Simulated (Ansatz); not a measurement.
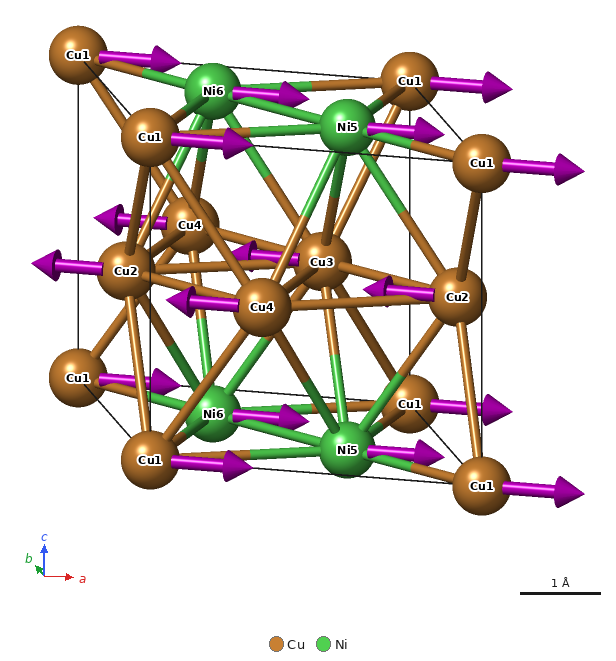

The lowest optical mode of solid Cu2Ni (a generated structure), space group P-62m (No. 189), at the zone centre. Displacements are drawn as purple arrows; their common scale and sign are arbitrary. The picture is a ball-and-stick view of the cell of the calculation, seen slightly off an axis.

All numbers below come from Ansatz 0.2.0, DFT PBE, scalar-relativistic, plane waves, PAW.

Input
```yaml
crystal:
  lattice:
    - [4.3809083886, 0.0, 0.0]
    - [-2.1904541943, 3.7939779562, 0.0]
    - [0.0, 0.0, 4.176586743]
  atoms:
    - { symbol: Cu, position: [0.0, 0.0, 0.0] }
    - { symbol: Cu, position: [0.0, 0.3372042769, 0.5] }
    - { symbol: Cu, position: [0.6627957231, 0.6627957231, 0.5] }
    - { symbol: Cu, position: [0.3372042769, 0.0, 0.5] }
    - { symbol: Ni, position: [0.6666666667, 0.3333333333, 0.0] }
    - { symbol: Ni, position: [0.3333333333, 0.6666666667, 0.0] }
basis:
  ecutwfc: 420
kpoints:
  mp_grid: { grid: [12, 12, 10] }
hamiltonian:
  xc: pbe
scf:
  occupations: { method: fermi_dirac, width: 0.15 }
output:
  eigenvalues: true
phonons:
  method: dfpt
  eigenvectors: true
  qmesh: [2, 2, 2]
  temperatures: { t_max: 1000, t_step: 100 }
  qpath:
    path:
      - [[0.0, 0.0, 0.0], [0.5, 0.0, 0.0], [0.33333333, 0.33333333, 0.0], [0.0, 0.0, 0.0], [0.0, 0.0, 0.5], [0.5, 0.0, 0.5], [0.33333333, 0.33333333, 0.5], [0.0, 0.0, 0.5]]
      - [[0.5, 0.0, 0.5], [0.5, 0.0, 0.0]]
      - [[0.33333333, 0.33333333, 0.5], [0.33333333, 0.33333333, 0.0]]
    npoints: 8
```

Command:
```bash
ansatz run input.yaml --threads 4 --pin off --max-ram 8192MiB --backend cpu --events-out ev --progress --plain --runs-dir out
```

The frequencies depend somewhat on the k-mesh and the smearing.

Is the structure stable against all modes at this point?

Yes: this softest mode has a real frequency, and so have all others here. That speaks for this wave vector alone: the rest of the zone wasn't checked in this run. This is the E′ mode (doubly degenerate; one member of the set is drawn) at 13.9 meV, the lowest optical level, infrared- and Raman-active by symmetry. The Cu (1a) and Ni sublattices move against the Cu (3g) sublattice, along a; the kinetic energy is shared as Cu 68 %, Ni 32 %. The crystal is a metal, so free carriers screen the infrared response.
